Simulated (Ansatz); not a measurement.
Geometry relaxation of Zr16O31 (part 3 of 3)

Zr16O31 (defect cell, 47 atoms in the cell); DFT PBE, scalar-relativistic, plane waves, PAW, spin-polarised (Ansatz 0.2.0); cutoff 420 eV, 2×2×2 k-mesh, Gaussian smearing of 0.05 eV, collinear spins. The structure derives from an entry of the Crystallography Open Database.

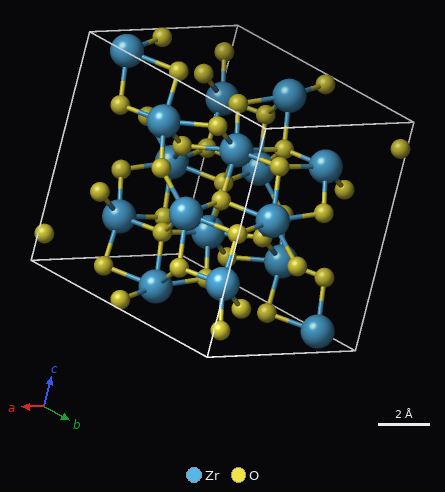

Fig. 1: The geometry at step 4 of the log (ball-and-stick view of the cell of the calculation, seen at an oblique angle).

### Output, continued
```
--- Relaxed structure (5 steps of the walk, 5 accepted, 0 SCFs on fresh bases) ---
  F+E_penalty+E_count = -84613.46372322 eV   max|allowed force component| = 1.747e-2 eV/Å
  atoms:
    - { symbol: Zr, position: [0.11761370438564271, 0.873546351031246, 0.03379125272395195] }
    - { symbol: Zr, position: [0.11579268047258072, 0.3725395545889104, 0.5334815270743715] }
    - { symbol: Zr, position: [0.6168512418278913, 0.3735316402865556, 0.03353889431329539] }
    - { symbol: Zr, position: [0.6173741626148983, 0.8735524961629677, 0.533055215991412] }
    - { symbol: Zr, position: [0.5902353781623174, 0.5832404081321678, 0.7170795793511892] }
    - { symbol: Zr, position: [0.588375253588215, 0.08265013836667376, 0.2155084044452248] }
    - { symbol: Zr, position: [0.08997375924933029, 0.08328472632928835, 0.7166876804007432] }
    - { symbol: Zr, position: [0.09046164949952787, 0.5832951181193884, 0.21686222964689023] }
    - { symbol: Zr, position: [0.38174245799106554, 0.124300834377705, 0.46493404847907494] }
    - { symbol: Zr, position: [0.38310901960927735, 0.6263735439454866, 0.9679512726394914] }
    - { symbol: Zr, position: [0.8815225173683244, 0.6252495544970212, 0.46555411464525553] }
    - { symbol: Zr, position: [0.8821658951822868, 0.12490958762503336, 0.9660662441524602] }
    - { symbol: Zr, position: [0.907898103804715, 0.4157983972469135, 0.781764562480714] }
    - { symbol: Zr, position: [0.9083670293588935, 0.9167258469648456, 0.2825011041731498] }
    - { symbol: Zr, position: [0.40889041844303237, 0.9158715428833586, 0.7823266035134494] }
    - { symbol: Zr, position: [0.4096289358272202, 0.41572316268182846, 0.28300857393113477] }
    - { symbol: O, position: [0.3439370884071809, 0.38087063556193573, 0.483675038240169] }
    - { symbol: O, position: [0.8455996808975732, 0.38127760313831194, 0.9846440802275723] }
    - { symbol: O, position: [0.8451206409059947, 0.8810638743952408, 0.48402537830834635] }
    - { symbol: O, position: [0.14645746783141556, 0.859952558215842, 0.2650441763897344] }
    - { symbol: O, position: [0.1453983134705382, 0.359286146995645, 0.7649082830039216] }
    - { symbol: O, position: [0.6478301845524752, 0.36137339732248, 0.26595861953963784] }
    - { symbol: O, position: [0.6463156407570023, 0.8596591539114482, 0.7645247040025953] }
    - { symbol: O, position: [0.15591778776968174, 0.11680127245757654, 0.5166479016785254] }
    - { symbol: O, position: [0.15717819316345238, 0.6259493105555666, 0.012009613526570873] }
    - { symbol: O, position: [0.6541847603471819, 0.6179983026947489, 0.5151081402942919] }
    - { symbol: O, position: [0.652231157428774, 0.1158159020598098, 0.014829335219329498] }
    - { symbol: O, position: [0.3522859709656644, 0.13480593460907342, 0.2285173657052587] }
    - { symbol: O, position: [0.35124783184254815, 0.6438336037173596, 0.7398406449948063] }
    - { symbol: O, position: [0.8528379305027605, 0.6391888072583501, 0.2343236542542625] }
    - { symbol: O, position: [0.8520823162143141, 0.13842133661991565, 0.7342129257060773] }
    - { symbol: O, position: [0.8651940815147434, 0.6595895272661827, 0.8631452794643608] }
    - { symbol: O, position: [0.8696001140723032, 0.16042193212646352, 0.3638054575377662] }
    - { symbol: O, position: [0.36629587215237414, 0.15989070028020533, 0.8670558260279153] }
    - { symbol: O, position: [0.36682351340952585, 0.6608597956695639, 0.36387247170846887] }
    - { symbol: O, position: [0.5461184692255308, 0.5000860342401339, 0.8838393777327522] }
    - { symbol: O, position: [0.5460889538752621, 0.001426445852221292, 0.384813529114393] }
    - { symbol: O, position: [0.046016874855140624, 0.001095905524313101, 0.8850087202526781] }
    - { symbol: O, position: [0.04823680940142577, 0.5040801619232246, 0.3861788138501791] }
    - { symbol: O, position: [0.6318054956323269, 0.33787201660495636, 0.6330454219453033] }
    - { symbol: O, position: [0.631212622779531, 0.8394638544966229, 0.1323779906377741] }
    - { symbol: O, position: [0.13209550328774788, 0.8373878211538557, 0.6391716793995128] }
    - { symbol: O, position: [0.1331331584773551, 0.33953836395043785, 0.13312297531596362] }
    - { symbol: O, position: [0.9507083819369244, 0.49438007946883106, 0.6120191503616449] }
    - { symbol: O, position: [0.955248201791282, 0.999374835915933, 0.11571669448825715] }
    - { symbol: O, position: [0.4541832241318755, 0.9988261406946761, 0.6148773190667514] }
    - { symbol: O, position: [0.45630749801487674, 0.4991508589796843, 0.11731539944337119] }
--- Löwdin populations: 47 sites ---
  site symbol       q [e]    m [muB]
     0     Zr     10.7351    -0.0000
     1     Zr     10.5688    -0.0000
     2     Zr     10.5663    -0.0000
     3     Zr     10.5662    -0.0000
     4     Zr     10.5654    -0.0000
     5     Zr     10.7733    -0.0000
     6     Zr     10.5647     0.0000
     7     Zr     10.5661     0.0000
     8     Zr     10.5657     0.0000
     9     Zr     10.7450    -0.0000
    10     Zr     10.5621     0.0000
    11     Zr     10.5621     0.0000
    12     Zr     10.5624    -0.0000
    13     Zr     10.5644    -0.0000
    14     Zr     10.6838     0.0000
    15     Zr     10.5638    -0.0000
    16      O      6.6991     0.0000
    17      O      6.6957    -0.0000
    18      O      6.6931     0.0000
    19      O      6.6892     0.0000
    20      O      6.6935    -0.0000
    21      O      6.6910    -0.0000
    22      O      6.6928     0.0000
    23      O      6.6946    -0.0000
    24      O      6.6792    -0.0000
    25      O      6.6911     0.0000
    26      O      6.6878     0.0000
    27      O      6.6837     0.0000
    28      O      6.6896    -0.0000
    29      O      6.6941    -0.0000
    30      O      6.6924     0.0000
    31      O      6.6432    -0.0000
    32      O      6.6408    -0.0000
    33      O      6.6432     0.0000
    34      O      6.6437     0.0000
    35      O      6.6470    -0.0000
    36      O      6.6383     0.0000
    37      O      6.6424     0.0000
    38      O      6.6420     0.0000
    39      O      6.6415    -0.0000
    40      O      6.6280     0.0000
    41      O      6.6440    -0.0000
    42      O      6.6472     0.0000
    43      O      6.6382     0.0000
    44      O      6.6422     0.0000
    45      O      6.6464     0.0000
    46      O      6.6452     0.0000
  spilling = 0.004350 (of n_electrons = 378.000000)
settings of this run that can trade accuracy for cost: output.eigenvalues: false. Do not mix this run's numbers with those of runs without the same settings; the input reference describes each key
```

### Trajectory as extended XYZ (Å, eV, eV/Å), 4 of the 5 frames kept, from step=1 to step=5
```
47
Lattice="4.3009 -5.2023 5.2552 -4.3009 -5.2023 -5.2552 5.9965 5.2023 -5.2552" Properties=species:S:1:pos:R:3:forces:R:3 step=1 energy=-84613.15685
Zr   -3.0999   -4.9288   -4.1386    1.2047  -1.0835  -0.4642
Zr    2.0927    0.2065   -4.1568    0.1477   0.0220  -0.0108
Zr    1.2449   -4.9958    1.0983   -0.0245   0.1810  -0.0384
Zr    2.0927   -4.9958   -4.1568   -0.0473  -0.0428   0.3795
Zr    4.3277   -2.3946   -3.7259   -0.2408   0.5253  -0.2124
Zr    3.4960   -2.4113    1.5604   -0.6042   0.7782  -0.8416
Zr    4.3277    2.8077   -3.7259   -0.1256   0.1176  -0.1318
Zr   -0.8210   -2.3946   -3.7259    0.1183   0.1867  -0.2088
Zr    3.9038   -0.2065   -1.0983   -0.5959  -0.5158   0.1333
Zr    4.7846   -0.1816   -6.3744   -0.7188  -0.2661   0.2401
Zr    3.9038   -5.4088   -1.0983   -0.2475   0.1660   0.0650
Zr    9.0525   -0.2065   -1.0983    0.1266  -0.1422  -0.0178
Zr    6.8175   -2.8077   -1.5293   -0.0567  -0.0366   0.4184
Zr    1.6688   -8.0100   -1.5293    0.0308  -0.0641   0.0955
Zr    2.4750   -2.8347   -6.7508    0.6030   0.5993  -0.2090
Zr    1.6688   -2.8077   -1.5293    0.2219  -0.0718   0.2589
O     2.7533   -1.2699   -2.7369    0.0511   0.1422  -0.1686
O     7.9020   -1.2699   -2.7369   -0.0542   0.2187   0.0154
O     2.7533   -6.4722   -2.7369   -0.0866   0.1097  -0.0575
O    -1.4816   -3.8710   -5.1459    0.0241   0.1856  -0.0465
O     3.6671    1.3313   -5.1459   -0.0267   0.2893   0.0228
O     2.8193   -3.8710    0.1093   -0.0107  -0.1218   0.0764
O     3.6671   -3.8710   -5.1459    0.0063  -0.0090   0.0469
O     3.2432    1.2699   -2.5183    0.0978  -0.0701   0.0560
O    -1.9274   -3.9306   -2.5432    0.0090  -0.4799   0.2693
O     3.2432   -3.9324   -2.5183    0.1009  -0.1421  -0.0628
O     2.4123   -3.9117    2.7345   -0.3239  -0.0463   0.2381
O     2.2946   -1.3620   -0.1441    0.3226   0.4118   0.8586
O     3.1859   -1.3329   -5.3654   -0.1218  -0.1959  -0.6336
O     2.3294   -6.5336   -0.1093   -0.0584  -0.1378   0.0056
O     7.4781   -1.3313   -0.1093    0.0648  -0.0601  -0.0686
O     6.0602   -3.4777   -3.4353   -0.5449   0.5746   0.1853
O     5.2124   -3.4777    1.8199    0.2267  -0.1163   0.2323
O     6.0318    1.7148   -3.4353    0.3220  -0.0017   0.1833
O     0.9115   -3.4777   -3.4353   -0.1079  -0.0524  -0.2475
O     5.5088   -0.8766   -4.4474    0.1784  -0.0962   0.2605
O     4.6611   -0.8766    0.8077    0.0061   0.0253   0.0559
O     5.5198    4.3413   -4.4072   -0.3016  -0.1606  -0.1305
O     0.3601   -0.8766   -4.4474    0.0558  -0.0202   0.1376
O     5.0850   -1.7246   -1.8199    0.1419  -0.0039   0.0460
O    -0.0609   -6.8942   -1.7840    0.1256  -0.5041  -0.3504
O     0.7681   -1.7201   -7.0514    0.3945  -0.2635  -0.1029
O    -0.0637   -1.7246   -1.8199   -0.1832   0.0857   0.1096
O     5.6363   -4.3257   -0.8077    0.0182   0.0831  -0.1468
O     0.4876   -9.5280   -0.8077   -0.1882   0.0852  -0.1904
O     1.3354   -4.3257   -6.0629   -0.2027  -0.2947   0.0171
O     0.4876   -4.3257   -0.8077    0.2734   0.2124  -0.0663
47
Lattice="4.3009 -5.2023 5.2552 -4.3009 -5.2023 -5.2552 5.9965 5.2023 -5.2552" Properties=species:S:1:pos:R:3:forces:R:3 step=2 energy=-84613.36553
Zr   -3.0667   -4.9572   -4.1527    0.2163  -0.0998   0.1364
Zr    2.0971    0.2268   -4.1707   -0.2869   0.3527   0.1212
Zr    1.2541   -4.9785    1.0929   -0.0684   0.0613   0.1752
Zr    2.0867   -4.9892   -4.1394   -0.0233   0.1385  -0.0728
Zr    4.3119   -2.3645   -3.7389    0.3347  -0.2950   0.0561
Zr    3.4626   -2.3880    1.5179    0.0630   0.2838   0.2168
Zr    4.3317    2.8135   -3.7265    0.0212   0.1684  -0.0634
Zr   -0.8259   -2.3843   -3.7132    0.1843   0.0681  -0.1441
Zr    3.8761   -0.2319   -1.0854    0.4865   0.3384  -0.1036
Zr    4.7772   -0.2218   -6.3528   -0.1864   0.0495  -0.2665
Zr    3.9022   -5.4225   -1.0981   -0.0109   0.0089  -0.0862
Zr    9.0486   -0.2085   -1.0988   -0.0005   0.0146   0.0957
Zr    6.8174   -2.8096   -1.5244   -0.1133  -0.1024  -0.0469
Zr    1.6701   -8.0221   -1.5325   -0.1815  -0.0544  -0.0380
Zr    2.4999   -2.8350   -6.7602    0.0926  -0.0384  -0.1439
Zr    1.6881   -2.7942   -1.5053   -0.3661  -0.5869  -0.3795
O     2.7410   -1.2486   -2.7521    0.0132  -0.1441   0.2119
O     7.8899   -1.2482   -2.7323    0.1482  -0.0880   0.0049
O     2.7461   -6.4720   -2.7374    0.0686   0.0503   0.0637
O    -1.4705   -3.8519   -5.1482   -0.1047  -0.1230   0.0324
O     3.6762    1.3527   -5.1517   -0.0995  -0.0553   0.1179
O     2.8301   -3.8867    0.1046   -0.0616   0.1884  -0.0423
O     3.6652   -3.8712   -5.1365   -0.0099   0.1117   0.0369
O     3.2575    1.2599   -2.5126   -0.0628   0.0146  -0.0689
O    -1.9261   -3.9777   -2.5185   -0.0606  -0.1981  -0.0494
O     3.2583   -3.9319   -2.5169   -0.1317   0.0158   0.0889
O     2.4064   -3.9077    2.7378   -0.1529  -0.0403   0.0284
O     2.3024   -1.3487   -0.0803    0.0697   0.0741   0.1752
O     3.1557   -1.3357   -5.4074    0.2994   0.1218  -0.0491
O     2.3202   -6.5471   -0.1068    0.0688   0.0588   0.0027
O     7.4761   -1.3295   -0.1074    0.0091  -0.0546   0.0158
O     6.0483   -3.4764   -3.4485   -0.1699   0.3197   0.1204
O     5.1932   -3.4721    1.8219    0.5143  -0.3364  -0.0674
O     6.0627    1.7416   -3.4364    0.1475  -0.0977  -0.1240
O     0.9097   -3.4633   -3.4298    0.0336  -0.0101  -0.0630
O     5.5337   -0.8762   -4.4221   -0.2897  -0.0851  -0.0941
O     4.6543   -0.8592    0.8189   -0.1022  -0.1087   0.0350
O     5.5224    4.3333   -4.4241   -0.1240  -0.0916  -0.0189
O     0.3651   -0.8697   -4.4327   -0.0965  -0.0787   0.0025
O     5.0874   -1.7241   -1.8202   -0.2150   0.0617   0.1078
O    -0.0833   -6.9495   -1.8122   -0.1023   0.1343   0.0688
O     0.8045   -1.7198   -7.0633   -0.1052   0.0639  -0.0475
O    -0.0705   -1.7331   -1.7948    0.0112  -0.0337  -0.0015
O     5.6298   -4.3248   -0.8262    0.0643   0.0391   0.0967
O     0.4782   -9.5294   -0.8149    0.1301  -0.0224  -0.0785
O     1.3285   -4.3428   -6.0731   -0.1127  -0.1476   0.0584
O     0.4928   -4.3272   -0.8211    0.2610   0.1553  -0.0212
47
Lattice="4.3009 -5.2023 5.2552 -4.3009 -5.2023 -5.2552 5.9965 5.2023 -5.2552" Properties=species:S:1:pos:R:3:forces:R:3 step=4 energy=-84613.46131
Zr   -3.0485   -4.9787   -4.1496   -0.0146  -0.0154   0.0228
Zr    2.0951    0.2336   -4.1564   -0.0055   0.0170  -0.0063
Zr    1.2471   -4.9770    1.1016    0.0154  -0.0025   0.0160
Zr    2.0923   -4.9833   -4.1423    0.0025  -0.0058  -0.0423
Zr    4.3304   -2.3722   -3.7320    0.0157  -0.0493  -0.0194
Zr    3.4686   -2.3738    1.5248   -0.0061   0.0468   0.0319
Zr    4.3279    2.8245   -3.7321    0.0027   0.0392   0.0190
Zr   -0.8205   -2.3755   -3.7280   -0.0011  -0.0265  -0.0253
Zr    3.8945   -0.2168   -1.0890    0.0227   0.0510  -0.0015
Zr    4.7629   -0.2180   -6.3660   -0.0592   0.0224  -0.0516
Zr    3.8936   -5.4176   -1.1008    0.0174  -0.0352  -0.0074
Zr    9.0482   -0.2126   -1.0957    0.0209   0.0129   0.0196
Zr    6.8045   -2.8186   -1.5211    0.0146  -0.0231  -0.0265
Zr    1.6608   -8.0286   -1.5290   -0.0041   0.0234   0.0153
Zr    2.5094   -2.8275   -6.7725    0.0008   0.0813  -0.0266
Zr    1.6712   -2.8166   -1.5166   -0.0415  -0.0613  -0.0449
O     2.7422   -1.2549   -2.7390   -0.0044  -0.0083   0.0236
O     7.9022   -1.2563   -2.7338   -0.0160  -0.0081  -0.0005
O     2.7527   -6.4635   -2.7328   -0.0298   0.0069  -0.0032
O    -1.4789   -3.8576   -5.1416    0.0052  -0.0148  -0.0102
O     3.6680    1.3535   -5.1456   -0.0166  -0.0036   0.0183
O     2.8283   -3.8707    0.1091   -0.0183   0.0301  -0.0066
O     3.6631   -3.8574   -5.1363    0.0128  -0.0064   0.0201
O     3.2666    1.2682   -2.5101    0.0061  -0.0254   0.0006
O    -1.9496   -4.0130   -2.5268    0.0383   0.0156   0.0197
O     3.2394   -3.9382   -2.5156    0.0154   0.0214   0.0110
O     2.4016   -3.9116    2.7451   -0.0365  -0.0506  -0.0195
O     2.3005   -1.3442   -0.0556    0.0496  -0.0315  -0.0339
O     3.1770   -1.3255   -5.4339    0.0305  -0.0038   0.0642
O     2.3241   -6.5465   -0.1084   -0.0056   0.0403  -0.0018
O     7.4721   -1.3335   -0.1076   -0.0067   0.0078   0.0016
O     6.0588   -3.4433   -3.4549   -0.0343   0.0286   0.0065
O     5.2316   -3.4692    1.8171    0.0093  -0.0197  -0.0153
O     6.0869    1.7698   -3.4678    0.0108  -0.0206  -0.0139
O     0.9097   -3.4599   -3.4536    0.0186   0.0132   0.0252
O     5.4996   -0.8466   -4.4059   -0.0063  -0.0040   0.0007
O     4.6520   -0.8525    0.8351    0.0006   0.0014   0.0001
O     5.5023    4.3555   -4.4167   -0.0136  -0.0032  -0.0063
O     0.3579   -0.8694   -4.4288    0.0127   0.0152  -0.0013
O     5.0645   -1.7463   -1.7876   -0.0291   0.0076   0.0091
O    -0.0940   -6.9561   -1.7949   -0.0012  -0.0104  -0.0044
O     0.8023   -1.7166   -7.0677   -0.0107   0.0031  -0.0010
O    -0.0882   -1.7600   -1.7881    0.0248  -0.0120   0.0133
O     5.6287   -4.3293   -0.8185    0.0054  -0.0027   0.0215
O     0.5006   -9.5613   -0.8357   -0.0006  -0.0052  -0.0156
O     1.3405   -4.3566   -6.0905   -0.0171  -0.0466   0.0255
O     0.5163   -4.3526   -0.8368    0.0259   0.0104  -0.0006
47
Lattice="4.3009 -5.2023 5.2552 -4.3009 -5.2023 -5.2552 5.9965 5.2023 -5.2552" Properties=species:S:1:pos:R:3:forces:R:3 step=5 energy=-84613.46372
Zr   -3.0486   -4.9805   -4.1501   -0.0028   0.0099   0.0023
Zr    2.0947    0.2349   -4.1528   -0.0002  -0.0096  -0.0041
Zr    1.2476   -4.9778    1.1024   -0.0107  -0.0047  -0.0062
Zr    2.0946   -4.9831   -4.1475   -0.0009   0.0038   0.0038
Zr    4.3300   -2.3743   -3.7316    0.0025  -0.0043   0.0008
Zr    3.4674   -2.3697    1.5251    0.0113  -0.0111  -0.0027
Zr    4.3264    2.8271   -3.7312    0.0016  -0.0042   0.0037
Zr   -0.8192   -2.3769   -3.7296    0.0027  -0.0064   0.0050
Zr    3.8952   -0.2139   -1.0904    0.0063  -0.0016   0.0047
Zr    4.7580   -0.2161   -6.3651    0.0116   0.0037   0.0121
Zr    3.8939   -5.4167   -1.0998    0.0051   0.0041  -0.0007
Zr    9.0499   -0.2133   -1.0973    0.0010   0.0000   0.0039
Zr    6.8043   -2.8193   -1.5222   -0.0021   0.0021  -0.0063
Zr    1.6581   -8.0250   -1.5285    0.0097   0.0016   0.0046
Zr    2.5107   -2.8219   -6.7755   -0.0047  -0.0175   0.0056
Zr    1.6708   -2.8214   -1.5193   -0.0070   0.0007  -0.0055
O     2.7415   -1.2544   -2.7359    0.0043   0.0028  -0.0033
O     7.9014   -1.2602   -2.7344    0.0004  -0.0019  -0.0028
O     2.7479   -6.4621   -2.7325    0.0012  -0.0037  -0.0006
O    -1.4794   -3.8568   -5.1424   -0.0002   0.0029  -0.0031
O     3.6668    1.3538   -5.1437   -0.0002   0.0037   0.0004
O     2.8268   -3.8666    0.1077   -0.0013  -0.0009   0.0015
O     3.6669   -3.8572   -5.1389    0.0054  -0.0031   0.0005
O     3.2663    1.2690   -2.5095   -0.0039  -0.0001  -0.0013
O    -1.9441   -4.0116   -2.5266   -0.0052  -0.0076  -0.0076
O     3.2445   -3.9385   -2.5168   -0.0020  -0.0008   0.0016
O     2.3960   -3.9185    2.7410    0.0004   0.0086   0.0011
O     2.3057   -1.3452   -0.0580   -0.0053   0.0041   0.0077
O     3.1780   -1.3278   -5.4256    0.0031   0.0064  -0.0047
O     2.3240   -6.5429   -0.1086   -0.0034  -0.0005  -0.0005
O     7.4721   -1.3333   -0.1080   -0.0016   0.0010   0.0025
O     6.0601   -3.4420   -3.4555    0.0048  -0.0010  -0.0037
O     5.2317   -3.4659    1.8150   -0.0061   0.0092   0.0016
O     6.0870    1.7733   -3.4718   -0.0016   0.0045  -0.0023
O     0.9173   -3.4533   -3.4574   -0.0035  -0.0029   0.0004
O     5.4979   -0.8447   -4.4028   -0.0011   0.0020   0.0045
O     4.6501   -0.8464    0.8400   -0.0022   0.0000   0.0001
O     5.5001    4.3590   -4.4148   -0.0024   0.0001  -0.0019
O     0.3552   -0.8643   -4.4250    0.0017  -0.0002  -0.0013
O     5.0602   -1.7513   -1.7821    0.0075   0.0022  -0.0010
O    -0.1019   -6.9622   -1.7901   -0.0142   0.0064  -0.0082
O     0.7994   -1.7184   -7.0654   -0.0011  -0.0015  -0.0025
O    -0.0895   -1.7664   -1.7843    0.0030   0.0049   0.0013
O     5.6326   -4.3339   -0.8182   -0.0010  -0.0020   0.0015
O     0.5041   -9.5665   -0.8400    0.0000  -0.0001  -0.0026
O     1.3446   -4.3602   -6.0935   -0.0006   0.0002  -0.0004
O     0.5192   -4.3603   -0.8417    0.0017   0.0006   0.0022
```
